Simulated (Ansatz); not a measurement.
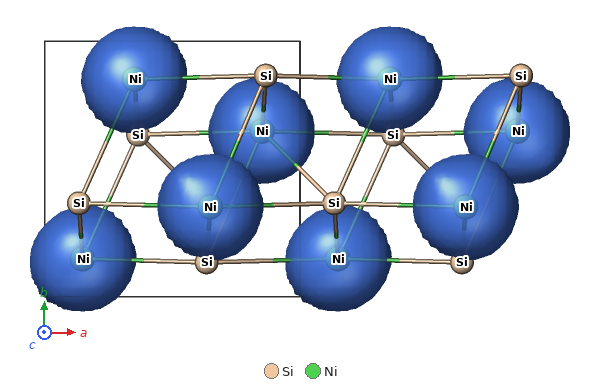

*SiNi. Isosurface of the valence charge density (pseudo) at 0.6 e/Å³ (blue), seen along the c axis. Sticks mark near contacts.*

Space group P2₁3; not relaxed (largest force 1.7 eV/Å); computed pressure about 2 GPa in this cell; computed without spin polarisation.

These are results of Ansatz 0.2.0, DFT PBEsol, scalar-relativistic, plane waves, PAW, not measurements.

In a PAW calculation such maps are meaningful between the atoms, not at the nuclei.

```cif
data_structure
_symmetry_space_group_name_H-M 'P 1'
_symmetry_Int_Tables_number 1
_cell_length_a 4.4680
_cell_length_b 4.4680
_cell_length_c 4.4680
_cell_angle_alpha 90.000
_cell_angle_beta 90.000
_cell_angle_gamma 90.000
_cell_volume 89.19
loop_
_atom_site_label
_atom_site_type_symbol
_atom_site_fract_x
_atom_site_fract_y
_atom_site_fract_z
_atom_site_occupancy
Si1 Si 0.86585 0.86585 0.86585 1
Si2 Si 0.63415 0.13415 0.36585 1
Si3 Si 0.36585 0.63415 0.13415 1
Si4 Si 0.13415 0.36585 0.63415 1
Ni1 Ni 0.14823 0.14823 0.14823 1
Ni2 Ni 0.35177 0.85177 0.64823 1
Ni3 Ni 0.64823 0.35177 0.85177 1
Ni4 Ni 0.85177 0.64823 0.35177 1
```

Q: What does this surface tell about the bonding?

A: At this value the density breaks into separate islands; it holds about 70 % of the electrons treated as valence (semicore included). It bridges none of the near contacts. It is pinched off along the sampled Si–Ni (2.19 Å), Si–Ni (2.38 Å) and Si–Ni (2.50 Å) contacts. On the grid the lowest density along these lines, outside the cores, is 0.5 e/Å³ (Si–Ni, 2.19 Å), 0.43 e/Å³ (Si–Ni, 2.38 Å) and 0.35 e/Å³ (Si–Ni, 2.50 Å).

Q: Metal or insulator at this level of theory?

A: It is gapless in this calculation (a metal or semimetal).
